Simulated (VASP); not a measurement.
# Which face does K expose?, part 3 of 4

Which face of K is cheapest, and which holds its electrons hardest?

VASP 6.6.1; PBE; plane waves and PAW (K_pv).

So far. Step 4 (Surface relaxation, 7 atoms, face K(110)): The start already met the threshold, so nothing moved, which says little where the restoring forces are soft. Step 5 (Vacuum level and density of states, 7 atoms, face …): The vacuum level lies 2.34 eV above the Fermi level at the upper face; both faces agree, as the slab has next to no dipole.

## Step 6: Relaxing the slab, 9 atoms, face K(100)

System of this step: K(100). The cell holds 9 atoms: 9 K. Its edges and angles: a = 5.288 Å, b = 5.288 Å, c = 36.153 Å, α = 90.0°, β = 90.0°, γ = 90.0°. It derives from K. 9 layers of bcc K, cut at this functional's lattice. Vacuum lies along c.

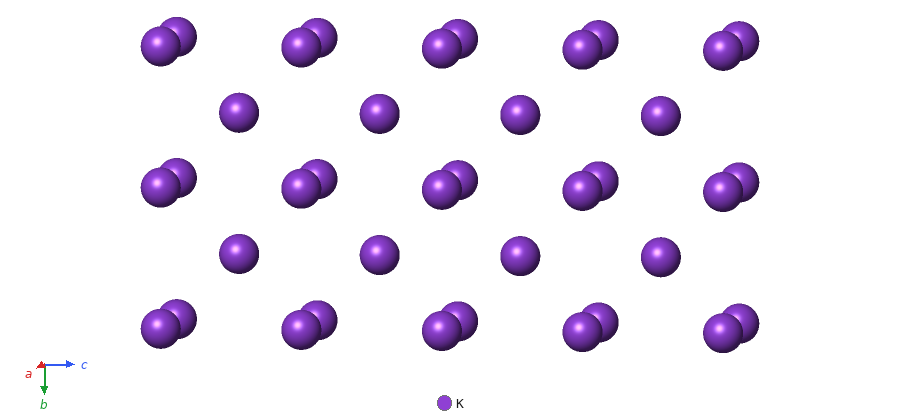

The cell of this step (potassium purple). 1×2×1 cells are drawn. Some periodic images of atoms are drawn too.

Input file INCAR:

```
SYSTEM = K
PREC = Normal
ENCUT = 320
EDIFF = 1E-05
NELM = 120
ISMEAR = 1
SIGMA = 0.15
LREAL = .FALSE.
ALGO = Fast
GGA = PE
NBANDS = 40
LORBIT = 11
LWAVE = .FALSE.
LCHARG = .FALSE.
KPAR = 4
LASPH = .TRUE.
IBRION = 2
NSW = 40
ISIF = 2
EDIFFG = -0.03
POTIM = 0.4
MAXMIX = 40
```

Input file POSCAR:

```
K
1.0
    5.2883596070      0.0000000000      0.0000000000
    0.0000000000      5.2883596070      0.0000000000
    0.0000000000      0.0000000000     36.1534384280
K
9
Direct
    0.0000000000      0.0000000000      0.2074491500
    0.5000000000      0.5000000000      0.2805868600
    0.0000000000      0.0000000000      0.3537245700
    0.5000000000      0.5000000000      0.4268622900
    0.0000000000      0.0000000000      0.5000000000
    0.5000000000      0.5000000000      0.5731377100
    0.0000000000      0.0000000000      0.6462754300
    0.5000000000      0.5000000000      0.7194131400
    0.0000000000      0.0000000000      0.7925508500
```

Input file KPOINTS:

```
Automatic mesh
0
Gamma
6 6 1
0 0 0
```

The projector-augmented-wave data sets are K_pv (PBE family, release 64).

The run is started by

```console
$ mpirun -np 4 vasp_std
```

Output:

```text
[banner, memory and clock lines left out]
running    4 mpi-ranks, on    1 nodes
 distrk:  each k-point on    1 cores,    4 groups
 distr:  one band on    1 cores,    1 groups

 POSCAR found type information on POSCAR K
 POSCAR found :  1 types and       9 ions
 LDA part: xc-table for (Slater+PW92), standard interpolation
 POSCAR, INCAR and KPOINTS ok, starting setup
 FFT: planning ... GRIDC
 FFT: planning ... GRID_SOFT
 FFT: planning ... GRID
 WAVECAR not read
 entering main loop
       N       E                     dE             d eps       ncg     rms          rms(c)
DAV:   1     0.134632339507E+03    0.13463E+03   -0.21292E+04  1120   0.780E+02
DAV:   2    -0.371477023440E+01   -0.13835E+03   -0.13198E+03   904   0.166E+02
DAV:   3    -0.893438291335E+01   -0.52196E+01   -0.48279E+01   984   0.252E+01
DAV:   4    -0.910752727479E+01   -0.17314E+00   -0.17268E+00  1000   0.426E+00
DAV:   5    -0.911682168244E+01   -0.92944E-02   -0.92931E-02  1024   0.768E-01    0.422E+00
RMM:   6    -0.921712852752E+01   -0.10031E+00   -0.50695E-01   900   0.129E+00    0.278E+00
RMM:   7    -0.905456187019E+01    0.16257E+00   -0.15632E-01   847   0.104E+00    0.229E+00
RMM:   8    -0.884928338288E+01    0.20528E+00   -0.93064E-02   905   0.795E-01    0.441E-01
RMM:   9    -0.884219540080E+01    0.70880E-02   -0.11083E-02   906   0.336E-01    0.157E-01
RMM:  10    -0.884273938580E+01   -0.54399E-03   -0.23580E-03   907   0.159E-01    0.776E-02
RMM:  11    -0.884300295434E+01   -0.26357E-03   -0.10400E-03   894   0.934E-02    0.431E-02
RMM:  12    -0.884334287274E+01   -0.33992E-03   -0.54542E-04   803   0.620E-02    0.253E-02
RMM:  13    -0.884333012760E+01    0.12745E-04   -0.58056E-04   735   0.457E-02    0.135E-02
RMM:  14    -0.884335139388E+01   -0.21266E-04   -0.11544E-04   616   0.185E-02    0.120E-02
RMM:  15    -0.884332877571E+01    0.22618E-04   -0.48611E-05   624   0.176E-02    0.528E-03
RMM:  16    -0.884333124151E+01   -0.24658E-05   -0.13775E-05   376   0.832E-03
   1 F= -.88433312E+01 E0= -.88360843E+01  d E =-.884333E+01
 curvature:   0.00 expect dE= 0.000E+00 dE for cont linesearch  0.000E+00
 trial: gam= 0.00000 g(F)=  0.431E-04 g(S)=  0.000E+00 ort = 0.000E+00 (trialstep = 0.100E+01)
 search vector abs. value=  0.431E-04
 reached required accuracy - stopping structural energy minimisation
```

Run time: 43 s. Hardware: 4 MPI ranks of AMD EPYC 7R43, shared host; peak memory 1.4 GiB.

Parts of OUTCAR (step 6):

```text
   k-points           NKPTS =     10   k-points in BZ     NKDIM =     10   number of bands    NBANDS=     40

   ENCUT  =  320.0 eV  23.52 Ry    4.85 a.u.   7.71  7.71 52.73*2*pi/ulx,y,z

   NELECT =      63.0000    total number of electrons

 E-fermi :  -1.5271

 k-point     1 :       0.0000    0.0000    0.0000
  band No.  band energies     occupation
    ...
     29      -3.4411      2.00000
     30      -3.1408      2.00000
     31      -2.7591      2.00000
     32      -2.2760      2.00000
     33      -1.7515      2.05563
     34      -1.2186     -0.01327
     35      -0.6990     -0.00000
     36      -0.2310     -0.00000
     37       0.1938     -0.00000
     38       0.2028     -0.00000
    ...

  Total       -0.5391761     -0.5391761     -0.0039940      0.0000000      0.0000000      0.0000000
  in kB       -0.8543773     -0.8543773     -0.0063289      0.0000000      0.0000000      0.0000000
  external PRESSURE =      -0.5716945 kB  Pullay stress =       0.0000000 kB

 POSITION                                       TOTAL-FORCE (eV/Angst)
 -----------------------------------------------------------------------------------
      0.00000      0.00000      7.50000         0.000000     -0.000000     -0.007546
      2.64418      2.64418     10.14418        -0.000000     -0.000000      0.010359
      0.00000      0.00000     12.78836        -0.000000     -0.000000     -0.011643
      2.64418      2.64418     15.43254        -0.000000      0.000000      0.016062
      0.00000      0.00000     18.07672         0.000000     -0.000000      0.000000
      2.64418      2.64418     20.72090         0.000000      0.000000     -0.016062
      0.00000      0.00000     23.36508         0.000000     -0.000000      0.011643
      2.64418      2.64418     26.00926         0.000000     -0.000000     -0.010359
      0.00000      0.00000     28.65344         0.000000     -0.000000      0.007546
 -----------------------------------------------------------------------------------
    total drift:                                0.000000     -0.000000     -0.000000

  FREE ENERGIE OF THE ION-ELECTRON SYSTEM (eV)
  ---------------------------------------------------
  free  energy   TOTEN  =        -8.8433312415 eV

  energy  without entropy=       -8.8215903317  energy(sigma->0) =       -8.83608427

[... 1 part as in an earlier step ...]

[... 15 further parts left out ...]
```

CONTCAR:

```
K
   1.00000000000000
     5.2883596070000003    0.0000000000000000    0.0000000000000000
     0.0000000000000000    5.2883596070000003    0.0000000000000000
     0.0000000000000000    0.0000000000000000   36.1534384280000012
  K
     9
Direct
     0.0000000000000000    0.0000000000000000    0.2074491500000022
     0.5000000000000000    0.5000000000000000    0.2805868599999997
     0.0000000000000000    0.0000000000000000    0.3537245699999971
     0.5000000000000000    0.5000000000000000    0.4268622900000025
     0.0000000000000000    0.0000000000000000    0.5000000000000000
     0.5000000000000000    0.5000000000000000    0.5731377099999975
     0.0000000000000000    0.0000000000000000    0.6462754300000029
     0.5000000000000000    0.5000000000000000    0.7194131400000003
     0.0000000000000000    0.0000000000000000    0.7925508499999978
```

The run keeps the 16 symmetry operations of its start, so it cannot find a distortion of lower symmetry.

Hardly anything moved in the relaxation; the energy changed by under 0.2 meV an atom.

This step gave:

* electronic cycles: 16
* electrons: 63
* free energy (TOTEN): -8.843 eV
* energy at zero smearing: -8.836 eV
* Fermi energy: -1.527 eV

The start already met the threshold, so nothing moved, which says little where the restoring forces are soft.

## Step 7: Vacuum level and density of states, 9 atoms, face K(100)

Input file INCAR:

```
SYSTEM = K
PREC = Normal
ENCUT = 320
EDIFF = 1E-06
NELM = 120
ISMEAR = 1
SIGMA = 0.15
LREAL = .FALSE.
ALGO = Fast
GGA = PE
NBANDS = 40
LORBIT = 11
LWAVE = .FALSE.
LCHARG = .TRUE.
KPAR = 4
LASPH = .TRUE.
IDIPOL = 3
LDIPOL = .TRUE.
DIPOL = 0.5 0.5 0.5
LVHAR = .TRUE.
LVACPOTAV = .TRUE.
NEDOS = 1500
```

POSCAR is that of step 6.

KPOINTS is that of step 6.

The run is started by

```console
$ mpirun -np 4 vasp_std
```

Output:

```text
[... set-up lines as in an earlier step ...]
 entering main loop
       N       E                     dE             d eps       ncg     rms          rms(c)
[... 1 cycle as in an earlier step ...]
DAV:   2    -0.371477023464E+01   -0.13835E+03   -0.13198E+03   904   0.166E+02
DAV:   3    -0.893438291351E+01   -0.52196E+01   -0.48279E+01   984   0.252E+01
DAV:   4    -0.910752727483E+01   -0.17314E+00   -0.17268E+00  1000   0.426E+00
DAV:   5    -0.911682168232E+01   -0.92944E-02   -0.92931E-02  1024   0.768E-01    0.422E+00
RMM:   6    -0.921711549217E+01   -0.10029E+00   -0.50692E-01  1046   0.129E+00    0.278E+00
RMM:   7    -0.905471148686E+01    0.16240E+00   -0.19461E-01  1029   0.102E+00    0.226E+00
RMM:   8    -0.885138354940E+01    0.20333E+00   -0.79456E-02  1033   0.775E-01    0.469E-01
RMM:   9    -0.884267306973E+01    0.87105E-02   -0.12755E-02  1044   0.353E-01    0.157E-01
RMM:  10    -0.884271262809E+01   -0.39558E-04   -0.23489E-03  1058   0.150E-01    0.895E-02
RMM:  11    -0.884306733374E+01   -0.35471E-03   -0.10596E-03  1036   0.107E-01    0.463E-02
RMM:  12    -0.884333014270E+01   -0.26281E-03   -0.52977E-04  1058   0.617E-02    0.255E-02
RMM:  13    -0.884334100834E+01   -0.10866E-04   -0.67856E-04  1055   0.537E-02    0.166E-02
RMM:  14    -0.884334314999E+01   -0.21417E-05   -0.10990E-04  1023   0.209E-02    0.124E-02
RMM:  15    -0.884335627262E+01   -0.13123E-04   -0.61308E-05   970   0.231E-02    0.606E-03
RMM:  16    -0.884332965826E+01    0.26614E-04   -0.20498E-05   777   0.108E-02    0.435E-03
RMM:  17    -0.884341517342E+01   -0.85515E-04   -0.26577E-05   825   0.986E-03    0.422E-03
RMM:  18    -0.884343657123E+01   -0.21398E-04   -0.45026E-06   703   0.469E-03    0.211E-03
RMM:  19    -0.884347864182E+01   -0.42071E-04   -0.11341E-05   775   0.778E-03    0.156E-03
RMM:  20    -0.884348036526E+01   -0.17234E-05   -0.63557E-07   452   0.214E-03    0.979E-04
RMM:  21    -0.884348168594E+01   -0.13207E-05   -0.77327E-07   515   0.275E-03    0.415E-04
RMM:  22    -0.884348195840E+01   -0.27246E-06   -0.97774E-08   300   0.102E-03
 [... a notice as in an earlier step ...]

   1 F= -.88434820E+01 E0= -.88362353E+01  d E =-.217401E-01
```

The job ended after 62 s (4 MPI ranks; peak memory 1.4 GiB).

Parts of OUTCAR (step 7):

```text
   NELECT =      63.0000    total number of electrons

 dipolmoment           0.000000      0.000000     -0.000000 electrons x Angstroem

 E-fermi :  -1.5260

 k-point     1 :       0.0000    0.0000    0.0000
  band No.  band energies     occupation
    ...
     29      -3.4400      2.00000
     30      -3.1396      2.00000
     31      -2.7578      2.00000
     32      -2.2748      2.00000
     33      -1.7506      2.05554
     34      -1.2177     -0.01334
     35      -0.7009     -0.00000
     36      -0.2411     -0.00000
     37       0.2009     -0.00000
     38       0.2039     -0.00000
    ...

  Total       -0.5433807     -0.5433807     -0.0062647      0.0000000      0.0000000      0.0000000
  in kB       -0.8610397     -0.8610397     -0.0099270      0.0000000      0.0000000      0.0000000
  external PRESSURE =      -0.5773355 kB  Pullay stress =       0.0000000 kB

 POSITION                                       TOTAL-FORCE (eV/Angst)
 -----------------------------------------------------------------------------------
      0.00000      0.00000      7.50000         0.000000     -0.000000     -0.006809
      2.64418      2.64418     10.14418         0.000000     -0.000000      0.010396
      0.00000      0.00000     12.78836        -0.000000      0.000000     -0.010813
      2.64418      2.64418     15.43254        -0.000000     -0.000000      0.015898
      0.00000      0.00000     18.07672        -0.000000      0.000000     -0.000000
      2.64418      2.64418     20.72090         0.000000     -0.000000     -0.015898
      0.00000      0.00000     23.36508         0.000000      0.000000      0.010813
      2.64418      2.64418     26.00926        -0.000000      0.000000     -0.010396
      0.00000      0.00000     28.65344        -0.000000      0.000000      0.006809
 -----------------------------------------------------------------------------------
    total drift:                                0.000000     -0.000000     -0.000000

  FREE ENERGIE OF THE ION-ELECTRON SYSTEM (eV)
  ---------------------------------------------------
  free  energy   TOTEN  =        -8.8434819584 eV

  energy  without entropy=       -8.8217418467  energy(sigma->0) =       -8.83623525

 vacuum level on the upper side and lower side of the slab         0.717         0.717

[... 8 parts as in an earlier step ...]

[... 9 further parts left out ...]
```

Numbers from this step:

```yaml
electronic_cycles: 22
fermi_energy: -1.526 eV
vacuum_levels: 0.717, 0.717 eV
work_functions_of_the_upper_and_lower_face: 2.243, 2.243 eV
```

The planar average of the electrostatic potential oscillates, so the rows of the table below give means over windows of 2.6 Å about each position, cut where the curve ends. Its maxima inside the range that stand out by 2 % of the span (Å: eV): 7.6: 1.29, 10.2: 1.47, 12.8: 1.45, 15.5: 1.43, 18.1: 1.51, 20.7: 1.43, 23.4: 1.45, 26.0: 1.47, 28.6: 1.29. Its minima: 6.7: 1.09, 8.6: 0.972, 11.3: 0.996, 14.3: 0.968, 16.5: 1.02, 19.7: 1.02, 21.8: 0.968, 24.9: 0.996, 27.6: 0.972, 29.5: 1.09.

Zero at the Fermi level. Table of planar average of the electrostatic potential by height; means over each step:

```
height (Å)  planar average of the electrostatic potential (eV)
      1.30                                                2.25
      3.90                                                2.20
      6.50                                                1.42
      9.10                                                1.19
     11.70                                                1.20
     14.30                                                1.18
     16.90                                                1.24
     19.50                                                1.23
     22.10                                                1.18
     24.70                                                1.20
     27.30                                                1.17
     29.90                                                1.50
     32.50                                                2.22
     35.10                                                2.25
```

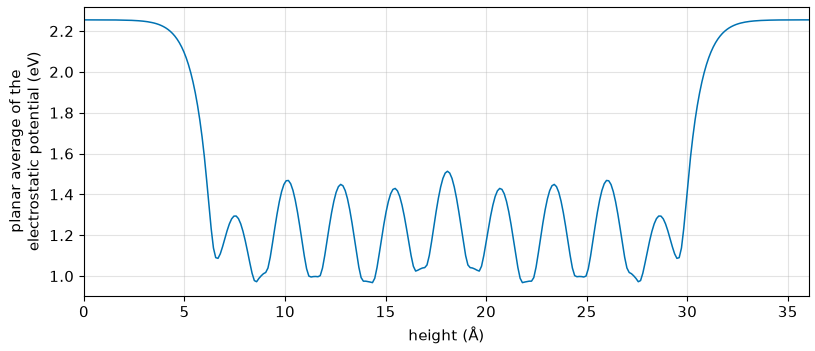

Planar average of the electrostatic potential, plotted against height.

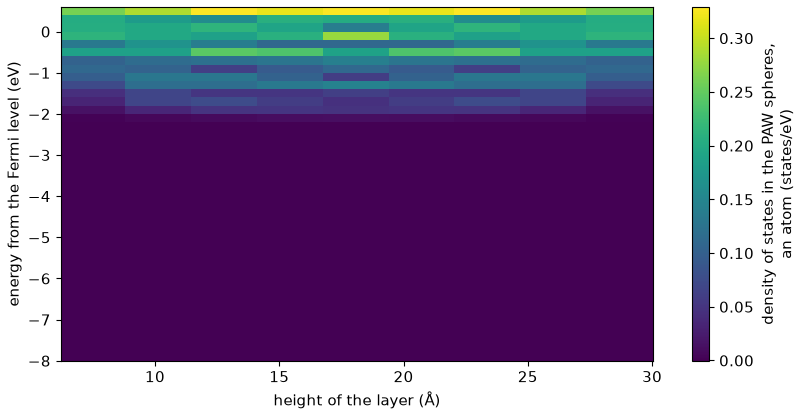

Density of states in the PAW spheres, an atom over height of the layer and energy from the Fermi level.

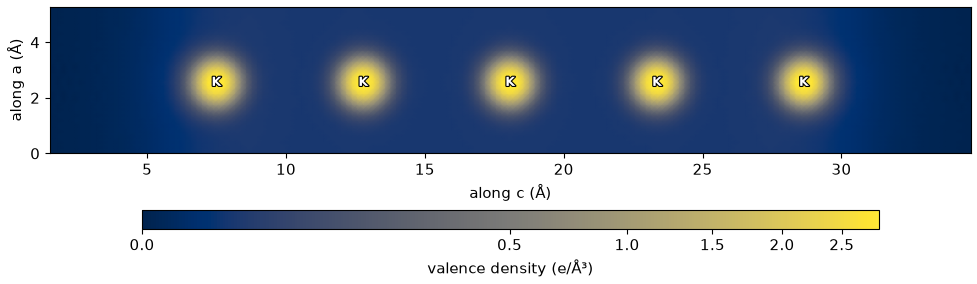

Valence density in the ca plane at fractional y = 0.000, with atoms of K within 0.2 Å of it. It is the smooth field of the valence electrons, not physical close to the nuclei. The map starts off the cell's origin, so that atoms lie inside it. The colour scale is stretched toward low values. The far vacuum is left out of the map.

The map of layer states is cut here 0.5 eV above the Fermi level, so it leaves out the states above that.

The vacuum level lies 2.24 eV above the Fermi level at the upper face; both faces agree, as the slab has next to no dipole.

The program found no field-free point at its default tolerance, but its printed level agrees with the flat part of the planar average.

On this mesh the fine structure of the density of states is sampling noise, and high empty states may be cut by the number of bands.

## Step 8: Surface relaxation, 11 atoms, face K(111)

System of this step: K(111). The cell holds 11 atoms: 11 K. Its edges and angles: a = 7.479 Å, b = 7.479 Å, c = 30.266 Å, α = 90.0°, β = 90.0°, γ = 60.0°. It derives from K. 11 layers of bcc K, cut at this functional's lattice. Vacuum lies along c.

Input file INCAR:

```
SYSTEM = K
PREC = Normal
ENCUT = 320
EDIFF = 1E-05
NELM = 120
ISMEAR = 1
SIGMA = 0.15
LREAL = .FALSE.
ALGO = Fast
GGA = PE
NBANDS = 49
LORBIT = 11
LWAVE = .FALSE.
LCHARG = .FALSE.
KPAR = 4
LASPH = .TRUE.
IBRION = 2
NSW = 40
ISIF = 2
EDIFFG = -0.03
POTIM = 0.4
MAXMIX = 40
```

Input file POSCAR:

```
K
1.0
    7.4788698789      0.0000000000      0.0000000000
    3.7394349395      6.4768913067      0.0000000000
    0.0000000000      0.0000000000     30.2661792134
K
11
Direct
    0.6666666700      0.6666666700      0.2478013500
    0.0000000000      0.0000000000      0.2982410800
    0.3333333300      0.3333333300      0.3486808100
    0.6666666700      0.6666666700      0.3991205400
    0.0000000000      0.0000000000      0.4495602700
    0.3333333300      0.3333333300      0.5000000000
    0.6666666700      0.6666666700      0.5504397300
    0.0000000000      0.0000000000      0.6008794600
    0.3333333300      0.3333333300      0.6513191900
    0.6666666700      0.6666666700      0.7017589200
    0.0000000000      0.0000000000      0.7521986500
```

KPOINTS is that of step 7.

The run is started by

```console
$ mpirun -np 4 vasp_std
```

Output:

```text
[banner, memory and clock lines left out]
running    4 mpi-ranks, on    1 nodes
[...]
LDA part: xc-table for (Slater+PW92), standard interpolation
 POSCAR, INCAR and KPOINTS ok, starting setup
[...]
entering main loop
       N       E                     dE             d eps       ncg     rms          rms(c)
DAV:   1     0.152707729939E+03    0.15271E+03   -0.25713E+04  1014   0.756E+02
DAV:   2    -0.496380687212E+01   -0.15767E+03   -0.15094E+03   773   0.159E+02
DAV:   3    -0.107355591756E+02   -0.57718E+01   -0.54226E+01   828   0.249E+01
DAV:   4    -0.109474142254E+02   -0.21186E+00   -0.21104E+00   836   0.433E+00
[...]
RMM:  16    -0.104791185120E+02   -0.24912E-04   -0.14277E-05   344   0.728E-03    0.349E-03
RMM:  17    -0.104792371172E+02   -0.11861E-03   -0.41312E-05   481   0.143E-02    0.496E-03
RMM:  18    -0.104792435468E+02   -0.64295E-05   -0.21606E-06   298   0.448E-03
   1 F= -.10479244E+02 E0= -.10477708E+02  d E =-.104792E+02
[... from here on, the cycles between the ionic steps are left out ...]
   2 F= -.10479694E+02 E0= -.10478179E+02  d E =-.450914E-03
   3 F= -.10480940E+02 E0= -.10479488E+02  d E =-.169687E-02
   4 F= -.10483325E+02 E0= -.10482000E+02  d E =-.408180E-02
   5 F= -.10487710E+02 E0= -.10486638E+02  d E =-.846623E-02
   6 F= -.10493866E+02 E0= -.10493269E+02  d E =-.146221E-01
[...]
reached required accuracy - stopping structural energy minimisation
```

Wall time 4 min (4 MPI ranks); peak memory 2.2 GiB.

From OUTCAR (step 8):

```text
  Total       -0.3007634     -0.3007634     -0.4030283     -0.0000000      0.0000000     -0.0000000
  in kB       -0.3286816     -0.3286816     -0.4404391     -0.0000000      0.0000000     -0.0000000
  external PRESSURE =      -0.3659341 kB  Pullay stress =       0.0000000 kB

 POSITION                                       TOTAL-FORCE (eV/Angst)
 -----------------------------------------------------------------------------------
      7.47887      4.31793      7.58924         0.000000      0.000000      0.019040
      7.47887      0.00000      9.07886         0.000000     -0.000000      0.013227
      3.73943      2.15896     10.47364        -0.000000     -0.000000     -0.017136
      7.47887      4.31793     12.06347        -0.000000      0.000000      0.013531
      7.47887      0.00000     13.60067        -0.000000     -0.000000      0.007811
      3.73943      2.15896     15.13309         0.000000     -0.000000     -0.000000
      7.47887      4.31793     16.66551         0.000000      0.000000     -0.007811
      7.47887      0.00000     18.20271         0.000000     -0.000000     -0.013531
      3.73943      2.15896     19.79254         0.000000      0.000000      0.017136
      7.47887      4.31793     21.18732        -0.000000      0.000000     -0.013227
     11.21830      6.47689     22.67694        -0.000000     -0.000000     -0.019040
 -----------------------------------------------------------------------------------
    total drift:                               -0.000003     -0.000002     -0.000002

  FREE ENERGIE OF THE ION-ELECTRON SYSTEM (eV)
  ---------------------------------------------------
  free  energy   TOTEN  =       -10.4938656515 eV

  energy  without entropy=      -10.4920754127  energy(sigma->0) =      -10.49326891

[... 1 part as in an earlier step ...]

[... 3 further parts left out ...]
[key lines of the parts left out:]
E-fermi :  -1.5504
```

The run keeps the 12 symmetry operations of its start, so it cannot find a distortion of lower symmetry.

(Continued in part 4 of 4.)

[Lines on the potential files, build, host, timing and source positions are cut from VASP's logs without a mark.]

[Logs are printed without paths, hosts, clocks, repeated set-up lines and the standing remarks that a program may print on its own settings, such as how far it seeks lower states.]

[Hosts, paths, dates, database ids (printed as entryN), source tags and the programs' standing remarks are cut or masked in the printed files.]

[Runs that stopped without an error message from VASP are left out.]
